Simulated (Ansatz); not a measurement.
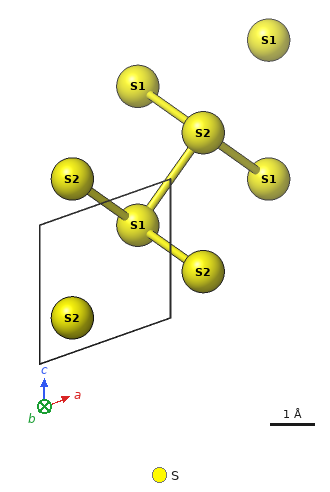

*The structure as given in the input (ball-and-stick view of the reduced cell, repeated 2 × 1 × 2, along the b axis; atoms are numbered from 1 in the order of the input).*

Band-structure calculation, with input and output: S

S (2 atoms in the cell), computed with DFT, PBE, PAW with Ansatz's default frozen-core files, scalar-relativistic, no spin polarisation (Ansatz 0.2.0).

It belongs to a series of runs on one base structure; here: volume scaled by 1, PAW files. Figures and captions count atoms from 1; the log counts them from 0 in places.

## What the program printed
```
Warning: the atoms were moved onto the symmetric positions of the space group found under crystal.symmetry.tolerance 1.0e-5 (fractional; no operation is sought that the atoms, as they stand in a round, miss by more than twice it, and no atom is moved by as much as it), and the run uses the moved positions. Before a round's move an operation carried an atom to 3.01e-5 Å from where it should land, the largest such distance. Atom 0 (counting from 0) moved farthest, by 1.51e-5 Å; the longest move in fractions of the cell, of whichever atom, is 0.29 of the tolerance, in 1 round. To run the atoms as typed, lower crystal.symmetry.tolerance until the operations that they miss are no longer found, or set crystal.symmetry.detect: false (a key that needs symmetry detection or time reversal refuses this as the deck is read). The positions used, in the order of the run's atom list: position: [0.24999999999999997, 0.24999999999999997, 0.24999999999999997]; position: [-0.24999999999999997, -0.24999999999999997, -0.24999999999999997]; The lattice was moved too: crystal.lattice keeps the space group found at crystal.symmetry.tolerance 1.0e-5 only nearly: the operation that it misses by the most changes a squared length by the fraction 5.18e-12. The run uses the lattice that is a stretch of the typed one, with no rotation, onto the one that keeps every operation to a double's rounding (on a very oblique basis the stretch itself rounds by more); the deck's lattice vector that moved farthest moved by 3.15e-12 Å. To run the lattice as typed, set crystal.symmetry.detect: false, as for the atoms. crystal.lattice made exact, in Å and degrees: [[1.8247109690972738, -1.0534973692015739, 2.9829787284], [0.0, 2.106994738403148, 2.9829787284], [-1.8247109690972738, -1.0534973692015739, 2.9829787284]]. Pasted over the deck's crystal.lattice, beside positions in fractional coordinates, it runs the same cell (given as lengths and angles, that cell in the form's own orientation, a rigid turn of the misfit's size from the one run here, for which a checkpoint.post_process_only pass over this run's state can be refused: where this run relaxes nothing, give such a pass this deck's own crystal.lattice, as typed; behind a relaxation, as crystal.lattice, the state's own cell, identity.cell in its checkpoint.json), and a matrix so pasted ends this notice, except on a very skew basis of the lattice, where the rounding of the pasted numbers themselves can read as a misfit: the cell is then moved again, and that move is told again. The lattice as run is in this notice's lattice.as_run_ang field (Run.prep()["deck_notices"] in Python, the deck_notice line of an events file, deck_notices of ansatz run --dry-run=json, or deck_notices in record.json in the deck's checkpoint.write directory).
Engine: ansatz 0.2.0, x86_64-unknown-linux-gnu
Pseudopotentials: kind: paw
Pseudopotential: S, paw, valence charge 6, recommended cutoff 420 eV (normal), S.paw.azcp
Functional definition: PBE
  parameter kappa = 0.804
  parameter beta = 0.06672455060314922
  exchange = pbe_x(kappa = kappa, mu = beta*pi^2/3)
  correlation = pbe_c(beta = beta)
Crystal: 2 atoms, lattice volume = 34.406 Å³
Basis set: ecut = 420 eV, 645 PW (Γ), exchange–correlation on 50×50×50 points (8 copies of the dense FFT grid, shifted against one another)
Bands: 10, of which v1, the nominal top of the filled ones, is band 6 counted from 1 (5 counted from 0)
Symmetry: 24 space group operations
Space group: R-3m (ITA 166), of the structure as read, at distance tolerance 3.3e-5 Å
k-points: 231 of 2197
Non-local potential: S, projectors of the file, l = 0: 2, l = 1: 2, l = 2: 2
PAW form: soft (Blöchl's): semilocal exchange-correlation on the pseudo side does not see the compensation charge
PAW one-centre angular grid: S, 110 points (default); XC on 64 Gauss nodes
Initial density: superposition of atomic densities (neutral atoms: chi_scale 0, normalization atom), corrected by the library's trained network
Initial wavefunctions: pseudopotential atomic-orbital guess
Functional: x = pbe(κ = 0.804, μ = 0.2195149727645171), c = pbe(β = 0.06672455060314922)
SCF iter   1: F=—  HF=-1802.929588 eV  |F-HF|=—  |Δ(HF+E_count)|=         —  Δρ=1.45e-3  dr2=2.65e-4  ethr=1.77e-3  ⟨swp⟩=6.0  Hψ=16016  notcnv=0
preconditioner: auto → none  [metal: Δε(μ)=0.034 eV  Ē_g=11.524 eV  σ=0.050 eV  W_gap=0.17  n_scr=8 (ndim 8)  ℏωp=21.9 eV  f_vac=0.000  D(μ)=0.77/eV (n_scr^D=0)  sad-step TF]
SCF iter   2: F=—  HF=-1802.929490 eV  |F-HF|=—  |Δ(HF+E_count)|=   9.77e-5  Δρ=8.77e-4  dr2=9.47e-5  ethr=2.21e-6  ⟨swp⟩=2.1  Hψ=5533  notcnv=0
SCF iter   3: F=—  HF=-1802.929724 eV  |F-HF|=—  |Δ(HF+E_count)|=   2.34e-4  Δρ=1.69e-4  dr2=1.19e-5  ethr=7.89e-7  ⟨swp⟩=2.1  Hψ=3752  notcnv=0
SCF iter   4: F=—  HF=-1802.929720 eV  |F-HF|=—  |Δ(HF+E_count)|=   4.01e-6  Δρ=8.11e-5  dr2=2.38e-6  ethr=9.92e-8  ⟨swp⟩=2.0  Hψ=3675  notcnv=0
SCF iter   5: F=—  HF=-1802.929720 eV  |F-HF|=—  |Δ(HF+E_count)|=   2.68e-7  Δρ=3.51e-5  dr2=4.74e-7  ethr=1.99e-8  ⟨swp⟩=2.0  Hψ=3689  notcnv=0
SCF iter   6: F=-1802.929719 eV  HF=-1802.929719 eV  |F-HF|=3.24e-8  |Δ(HF+E_count)|=   1.86e-7  Δρ=1.17e-5  dr2=5.29e-8  ethr=8.33e-10  ⟨swp⟩=8.5  Hψ=14349  notcnv=0
SCF 1 converged in 6 iterations: F = -1802.929719 eV  dr2 = 5.29e-8
  greatest PAW one-centre occupation: 0.891 electrons in one spin orbital (limit 2), on the S atom at site 1 (counted from 0), in its partial waves of l = 0
```

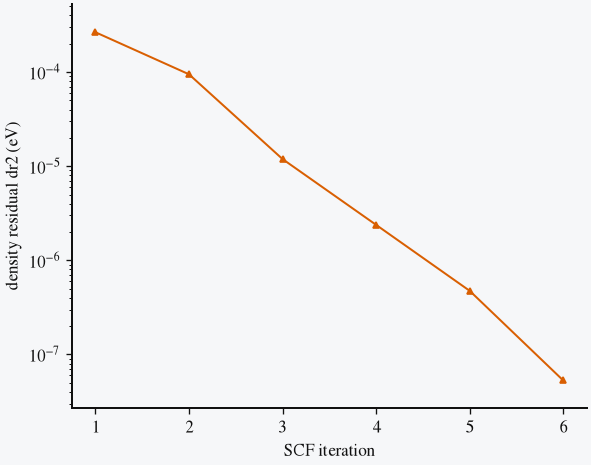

*Convergence of the self-consistent field: density residual dr2 against the SCF iteration.*

The residual falls at every step.

```
NSCF: frozen V_eff on 65 k-points
SCF converged after 6 iterations
Free energy (F): -1802.929719 eV
Harris-Foulkes:  -1802.929719 eV  (|F-HF|=3.24e-8)
Internal energy: -1802.923248 eV  (E = F + TS)
E sigma→0 (E₀):  -1802.926484 eV
Entropy (-TS):   -0.006472 eV (-3.236 meV/atom)
Fermi energy:    8.399617 eV
--- Per-component energies (eV) ---
  E_band       = 17.169810
  E_kinetic    = 208.274135
  E_local      = -148.100324  (includes V_loc(G=0)·N_el)
  E_nonlocal   = 59.046413
  E_hartree    = 40.048668
  E_xc         = -192.222022
  E_vxc        = -172.369227  (∫ρ·V_xc dr)
  E_paw        = -1200.208887  (= ΣΔE_a)
  E_vpaw       = -9.781023  (= ΣTr[D̂ρ^β])
  E_aug_tail   = 0.000004  (compensation charges beyond the density's cutoff)
  E_ewald      = -569.761233
  E_smearing   = -0.006472  (= −TS)
  E_closure    = -0.000000  (closes the sum)
  Σ components = -1802.929719   (vs F -1802.929719, Δ=0.00e0)
--- Forces (eV/Å), atoms counted from 1 ---
  atom   1  S      0.00000000     0.00000000     0.00000000
  atom   2  S      0.00000000     0.00000000     0.00000000
  max |Σ_I F_I| component: 0.00e0 eV/Å
--- Stress (GPa, compression-positive) ---
       -0.002430       0.000000       0.000000
        0.000000      -0.002430       0.000000
        0.000000       0.000000      -0.045202
  P = ⅓ Tr σ = -0.0167 GPa (-0.167 kbar)
--- Band table (eV; the first three rows and the last of 231) ---
  k-point 0: bands = ["-8.5586", "-0.1868", "4.6105", "4.6235", "4.6235", "9.8704", "9.8704", "9.8768", "14.0864", "14.1025"]
  k-point 1: bands = ["-8.4804", "-0.4351", "4.6261", "4.6375", "4.7415", "9.5876", "9.5924", "9.6953", "14.1256", "14.2476"]
  k-point 2: bands = ["-8.2468", "-1.0887", "4.6754", "4.6861", "5.0246", "8.9184", "8.9214", "9.2369", "14.2796", "14.7186"]
  k-point 230: bands = ["-5.5351", "-5.2456", "4.4499", "5.1654", "5.5841", "6.5025", "7.1743", "7.8428", "17.6983", "17.8060"]
--- Löwdin populations: 2 sites ---
  site symbol       q [e]
     0      S      5.9424
     1      S      5.9424
  spilling = 0.009603 (of n_electrons = 12.000000)
```

## File dos.tsv
```
# E-E_F[eV]	g_bin_mean(E)[states/eV]	N(E)
# format = ansatz-dos/2
# fermi_ev = 8.399617
# fermi_mp_grid = 13 13 13
# fermi_mp_shift = 0 0 0
# tetrahedron_fermi_ev = 8.387044
# g_bin_mean(E): the states in a bin one row spacing wide, centred on E, divided by that spacing. States that the method places at a single energy (under output.dos.method: tetrahedron, those of a tetrahedron whose four corners have one energy) are counted whole in the row whose bin holds that energy (on the edge of two bins, in the lower row). The sum of g_bin_mean over a run of rows, times the row spacing, is the number of states from half a spacing under the first of them to half a spacing over the last (a plain sum, not the trapezoid rule).
-14.000000	1.093469e0	1.487584e0
-13.800000	1.051454e0	1.692712e0
-13.600000	7.021909e-1	1.878124e0
-13.400000	6.950519e-1	2.011411e0
-13.200000	9.375236e-1	2.142653e0
-13.000000	9.698969e-1	2.372631e0
-12.800000	8.045162e-1	2.543934e0
-12.600000	7.811600e-1	2.701486e0
-12.400000	7.476931e-1	2.855413e0
-12.200000	7.106355e-1	3.000631e0
-12.000000	6.992566e-1	3.140983e0
-11.800000	6.555536e-1	3.277930e0
-11.600000	6.313606e-1	3.405862e0
-11.400000	4.991105e-1	3.520997e0
-11.200000	3.908249e-1	3.610119e0
-11.000000	3.244143e-1	3.679784e0
-10.800000	2.820901e-1	3.740475e0
-10.600000	2.341125e-1	3.792254e0
-10.400000	1.964041e-1	3.834700e0
-10.200000	1.705901e-1	3.871393e0
-10.000000	1.429010e-1	3.902805e0
-9.800000	1.165339e-1	3.928572e0
-9.600000	9.692098e-2	3.949852e0
-9.400000	7.828666e-2	3.967374e0
-9.200000	5.949828e-2	3.981151e0
-9.000000	4.153284e-2	3.991215e0
-8.800000	2.390455e-2	3.998143e0
-8.600000	1.396544e-3	4.000000e0
-8.400000	0.000000e0	4.000000e0
-8.200000	0.000000e0	4.000000e0
-8.000000	2.969552e-2	4.000000e0
-7.800000	2.070646e-1	4.021791e0
-7.600000	3.173932e-1	4.076361e0
-7.400000	4.237242e-1	4.151891e0
-7.200000	5.045209e-1	4.242592e0
-7.000000	6.290624e-1	4.360300e0
-6.800000	6.150429e-1	4.482133e0
-6.600000	7.252247e-1	4.614827e0
-6.400000	8.273702e-1	4.770605e0
-6.200000	9.238791e-1	4.945635e0
-6.000000	1.056376e0	5.142033e0
-5.800000	1.272311e0	5.371489e0
-5.600000	1.444536e0	5.652227e0
-5.400000	1.414829e0	5.934685e0
-5.200000	1.417933e0	6.221520e0
-5.000000	1.382078e0	6.499851e0
-4.800000	1.391517e0	6.776914e0
-4.600000	1.380871e0	7.055188e0
-4.400000	1.372108e0	7.331614e0
-4.200000	1.347940e0	7.601910e0
-4.000000	1.368662e0	7.874820e0
-3.800000	1.358061e0	8.148242e0
-3.600000	1.227490e0	8.407252e0
-3.400000	1.169625e0	8.645293e0
-3.200000	1.152166e0	8.876886e0
-3.000000	1.207533e0	9.108968e0
-2.800000	1.367512e0	9.367532e0
-2.600000	1.371118e0	9.648224e0
-2.400000	9.516834e-1	9.892582e0
-2.200000	1.881040e-1	9.998966e0
-2.000000	2.759146e-1	1.002461e1
-1.800000	7.275084e-1	1.012560e1
-1.600000	1.188761e0	1.031909e1
-1.400000	1.369980e0	1.058933e1
-1.200000	1.120738e0	1.083862e1
-1.000000	1.004673e0	1.104742e1
-0.800000	9.754019e-1	1.124448e1
-0.600000	9.604588e-1	1.143812e1
-0.400000	9.545839e-1	1.162922e1
-0.200000	9.570917e-1	1.182031e1
0.000000	9.607201e-1	1.201208e1
0.200000	9.672775e-1	1.220476e1
0.400000	9.821991e-1	1.239932e1
0.600000	1.009068e0	1.259840e1
0.800000	1.035445e0	1.280279e1
1.000000	1.073927e0	1.301326e1
1.200000	1.130779e0	1.323325e1
1.400000	1.254118e0	1.346877e1
1.600000	1.286942e0	1.372931e1
1.800000	1.297436e0	1.398706e1
2.000000	1.262627e0	1.423880e1
2.200000	1.228255e0	1.449518e1
2.400000	1.193496e0	1.473154e1
2.600000	1.203350e0	1.497259e1
2.800000	1.237362e0	1.522025e1
3.000000	1.131734e0	1.546836e1
3.200000	8.325375e-1	1.565442e1
3.400000	8.064584e-1	1.581597e1
3.600000	6.952346e-1	1.596449e1
3.800000	5.370721e-1	1.610384e1
4.000000	4.633067e-1	1.618124e1
4.200000	4.647542e-1	1.628548e1
4.400000	3.871972e-1	1.636477e1
4.600000	4.121471e-1	1.644551e1
4.800000	4.268418e-1	1.652885e1
5.000000	4.538340e-1	1.661683e1
5.200000	5.003863e-1	1.671110e1
5.400000	5.862730e-1	1.681958e1
5.600000	6.673642e-1	1.694516e1
5.800000	6.161247e-1	1.707584e1
6.000000	6.263257e-1	1.720097e1
6.200000	6.236990e-1	1.732428e1
6.400000	5.982374e-1	1.744727e1
6.600000	5.415682e-1	1.756232e1
6.800000	5.146162e-1	1.766679e1
7.000000	5.108336e-1	1.776798e1
7.200000	5.972486e-1	1.787927e1
7.400000	6.075168e-1	1.800735e1
7.600000	5.574410e-1	1.811543e1
7.800000	6.183481e-1	1.823410e1
8.000000	6.086704e-1	1.835722e1
```

## File populations.tsv
```
# site	symbol	l	j	q
# orbitals = lowdin
# n_electrons = 12.000000
# spilling = 0.009603
0	S	0_3S	-	1.937921
0	S	1_3P	-	4.004459
1	S	0_3S	-	1.937921
1	S	1_3P	-	4.004459
```

## File rho_z.tsv
```
# z_ang	rho[e/angstrom^3]
# format = ansatz-planar-average/11
# lattice	1.824710969	-1.053497369	2.982978728
# lattice	0.000000000	2.106994738	2.982978728
# lattice	-1.824710969	-1.053497369	2.982978728
# sites	2
# site	16	0.000000000	0.000000000	2.237234046
# site	16	0.000000000	-0.000000000	-2.237234046
0.000000	3.465027e-1
0.146083	3.488835e-1
0.292165	3.535109e-1
0.438248	3.551926e-1
0.584331	3.510791e-1
0.730413	3.436899e-1
0.876496	3.388757e-1
1.022579	3.406075e-1
1.168661	3.474495e-1
1.314744	3.538305e-1
1.460827	3.550102e-1
1.606909	3.512342e-1
1.752992	3.471424e-1
1.899075	3.471424e-1
2.045157	3.512342e-1
2.191240	3.550102e-1
2.337322	3.538305e-1
2.483405	3.474495e-1
2.629488	3.406075e-1
2.775570	3.388757e-1
2.921653	3.436899e-1
3.067736	3.510791e-1
3.213818	3.551926e-1
3.359901	3.535109e-1
3.505984	3.488835e-1
```

## File v_z.tsv
```
# z_ang	v_es[eV]	v_tot[eV]
# format = ansatz-planar-average/11
# xc	pbe
# density_cutoff_ev	1680
# datasets	S=:simpson_from_first_knot:soft
# lattice	1.824710969	-1.053497369	2.982978728
# lattice	0.000000000	2.106994738	2.982978728
# lattice	-1.824710969	-1.053497369	2.982978728
# sites	2
# site	16	0.000000000	0.000000000	2.237234046
# site	16	0.000000000	-0.000000000	-2.237234046
0.000000	5.561767e0	-5.040699e0
0.146083	5.208907e0	-5.376869e0
0.292165	4.390758e0	-6.187493e0
0.438248	3.583710e0	-7.064354e0
0.584331	3.038415e0	-7.752581e0
0.730413	2.746768e0	-8.182703e0
0.876496	2.636491e0	-8.360577e0
1.022579	2.672476e0	-8.301727e0
1.168661	2.865539e0	-8.000585e0
1.314744	3.275483e0	-7.438939e0
1.460827	3.961699e0	-6.639658e0
1.606909	4.827593e0	-5.748266e0
1.752992	5.469347e0	-5.128135e0
1.899075	5.469347e0	-5.128135e0
2.045157	4.827593e0	-5.748266e0
2.191240	3.961699e0	-6.639658e0
2.337322	3.275483e0	-7.438939e0
2.483405	2.865539e0	-8.000585e0
2.629488	2.672476e0	-8.301727e0
2.775570	2.636491e0	-8.360577e0
2.921653	2.746768e0	-8.182703e0
3.067736	3.038415e0	-7.752581e0
3.213818	3.583710e0	-7.064354e0
3.359901	4.390758e0	-6.187493e0
3.505984	5.208907e0	-5.376869e0
```

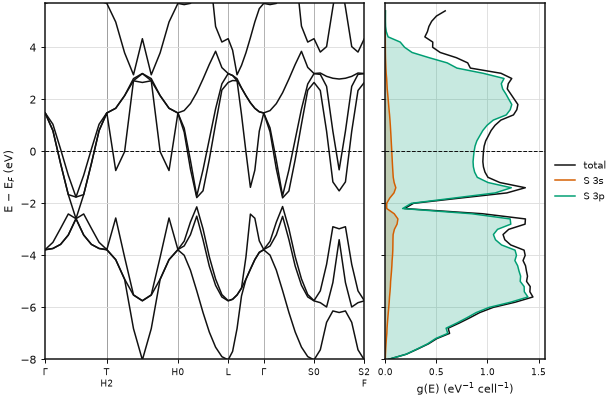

*Band structure along Γ–T–H2–H0–L–Γ–S0–S2–F and density of states (projected on Löwdin-orthogonalised atomic shells), with energies from the Fermi level.*

Bands cross the Fermi level: a metal at this level of theory.

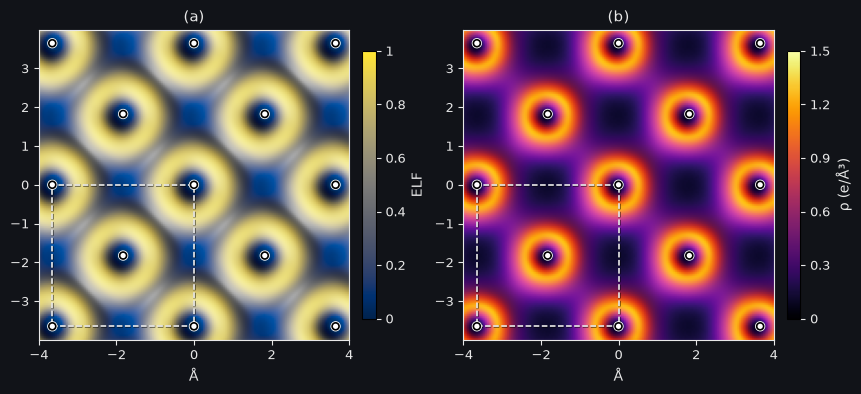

*(a) ELF; (b) valence charge density (pseudo) on the (110) plane of the calculation cell. Circles mark the nuclei in the plane (S).*

S–S (2.58 Å): ρ at the midpoint is about 0.39 e/Å³; the ELF peaks at about 0.85 between the atoms. Away from the nuclei the density in this plane falls to 0.09 e/Å³ at its lowest. Core electrons are frozen (PAW), so the fields are smoothed inside the atomic spheres.

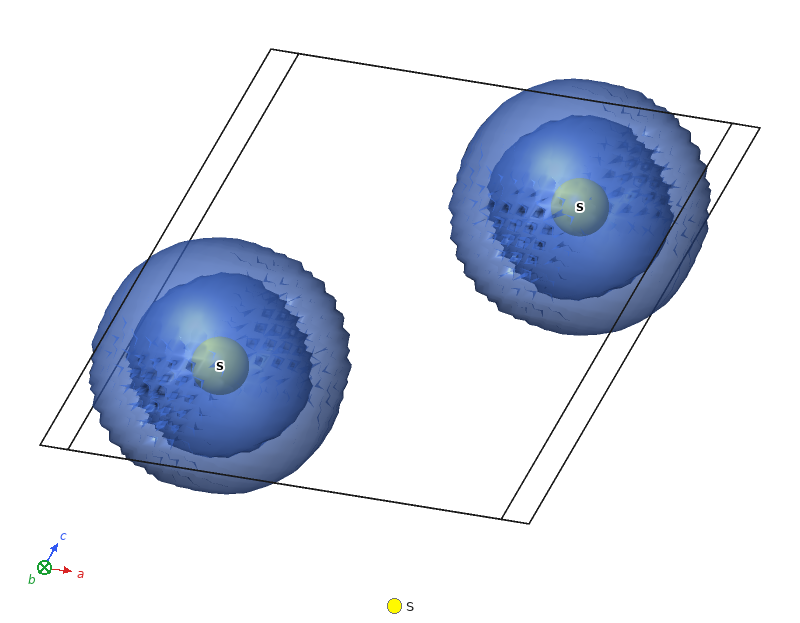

*Isosurface of the ELF at 0.8 (blue), seen at an oblique angle. Core shells and regions of very low density are left out. Sticks mark near contacts. The outline is the calculation cell.*

Along the contacts the grid gives the following. S–S (2.58 Å): the ELF peaks at about 0.85 between the atoms.

The run was set up as follows.

## The input
```yaml
crystal:
  lattice:
    - [1.8247109691, -1.0534973692, 2.9829787284]
    - [0.0, 2.1069947384, 2.9829787284]
    - [-1.8247109691, -1.0534973692, 2.9829787284]
  atoms:
    - { symbol: S, position: [0.2499983179, 0.2499983179, 0.2499983179] }
    - { symbol: S, position: [-0.2499983179, -0.2499983179, -0.2499983179] }
kpoints:
  mp_grid: { grid: [13, 13, 13] }
  band_path:
    path:
      - [0.0, 0.0, 0.0]
      - [1.0, 1.0, 1.0]
      - [1.0007233119, 1.0, 0.9992766881]
      - [0.9992766881, 0.0007233119, 0.0]
      - [0.5, 0.5, 0.0]
      - [0.0, 0.0, 0.0]
      - [0.4996383441, 0.0, -0.4996383441]
      - [1.0, 0.5003616559, 0.4996383441]
      - [1.0, 0.5, 0.5]
    npoints: 8
scf:
  occupations: { method: fermi_dirac, width: 0.05 }
hamiltonian:
  xc: pbe
  pseudopotentials: { kind: paw }
output:
  forces: true
  stress: true
  eigenvalues: true
  populations: true
  dos: { projected: true, de: 0.2, e_range: [-14, 8] }
  write_density: true
  write_potential: true
  elf: true
  volumetric_format: npy
```

Command:
```bash
ansatz run input.yaml --threads 1 --pin off --max-ram 2048MiB --backend cpu --events-out ev --progress --plain --runs-dir out
```

## Key numbers

- outcome: converged
- space group (tolerance 0.01 Å): Pm-3m (221)
- electrons treated: 12
- free energy: −1802.9297 eV
- Fermi energy: 8.400 eV
- pressure: −0.02 GPa
- electronic character: metal
- largest force (length of the vector): under 0.001 eV/Å
- hardware: 1 thread of Intel Xeon (Sapphire Rapids), 32 GiB of memory available, shared host
- wall time: 4.4 s
- peak memory: 0.4 GiB

## Remarks

Warnings of the run: the structure was made exactly symmetric.
